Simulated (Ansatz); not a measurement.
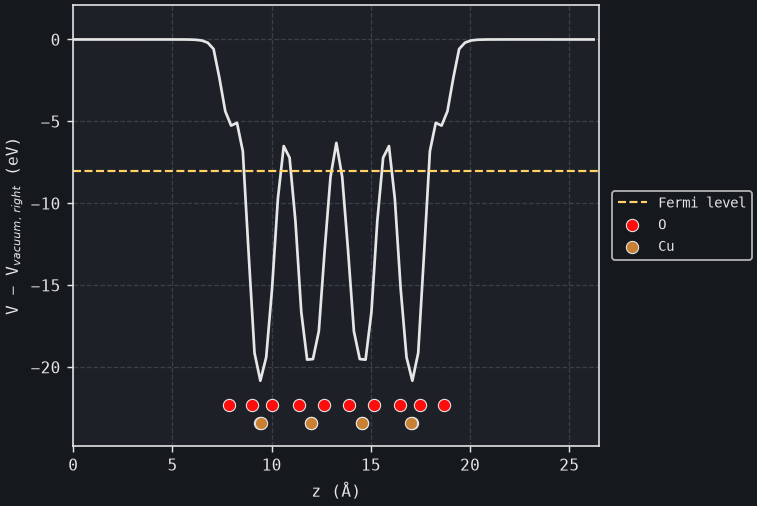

Describe the figure.

Plane-averaged electrostatic potential energy of an electron across the slab; circles at the bottom mark the heights of the atoms (positions after relaxation). System: a (011) slab cut from CuO (C2/c), of composition Cu$_{4}$O$_{5}$ (not the bulk's), ended by O planes, 18 atoms in the cell. Level of theory: DFT PBE, scalar-relativistic, plane waves, PAW, no spin polarisation, 12×6×1 k mesh, 420 eV cutoff, Gaussian smearing of 0.1 eV; code Ansatz.

The work function is 8.00 eV, the same on both faces. The two vacuum levels agree, so the slab has no net dipole along its normal. The outermost atoms are 10.8 Å apart, which leaves 15.7 Å of vacuum in a cell 26.5 Å high.
